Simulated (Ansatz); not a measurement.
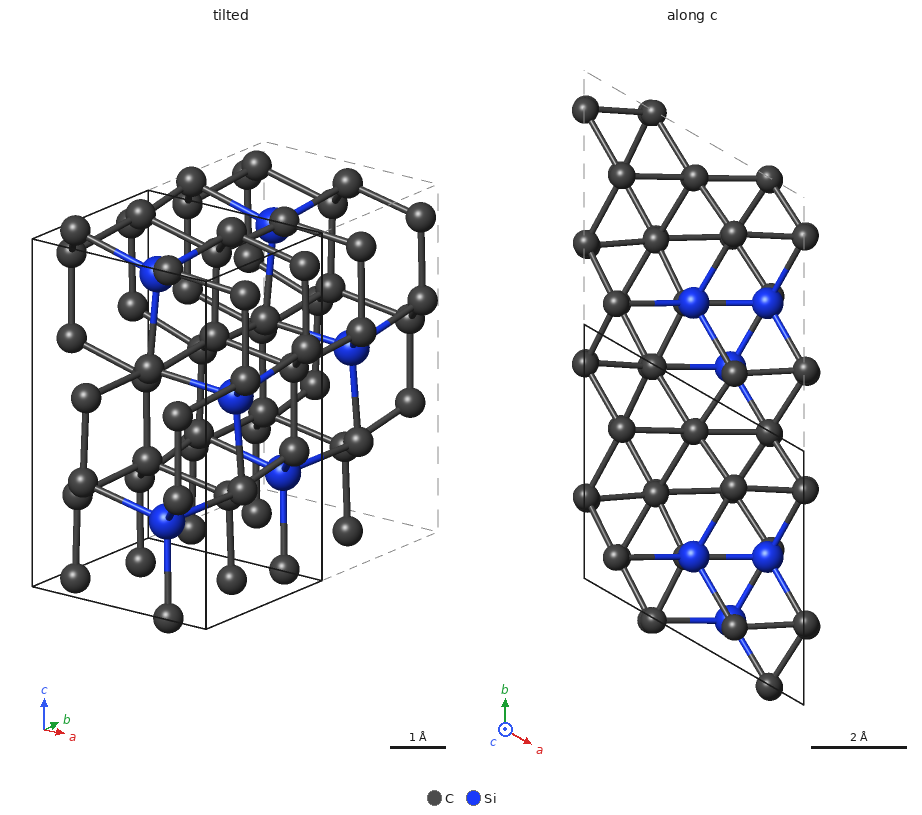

Structure drawing (ball-and-stick), viewed slightly off an axis and along the c axis. Solid lines give the conventional unit cell, repeated here 1×2×1 times.

SiC7, space group P3_1 (No. 144), a = 5.40 Å, b = 5.40 Å, c = 6.54 Å, α = 90.00°, β = 90.00°, γ = 120.00°.

Level of theory and settings: Ansatz 0.2.0, DFT PBE, scalar-relativistic, plane waves, PAW, plane-wave cutoff 420 eV, k-points about 0.27 Å⁻¹ apart, Gaussian smearing of 0.02 eV, no spin polarisation.

Question: Does it come out as a metal, or with a gap?

Answer: A semiconductor at this level, with a gap of 2.64 eV on the k-mesh (the true edges may lie between mesh points, so the gap can be somewhat smaller).

Question: What is the pressure at this volume?

Answer: The computed pressure is 0.0 GPa, close to zero.

The structure was taken from a structure type filled with these elements by a generator (whether the compound takes this form wasn't checked). Earlier steps of the study, as a rule a relaxation of our own, may have changed the cell and positions, so they can lie some per cent off the listed ones. It went into a calculation with Ansatz.
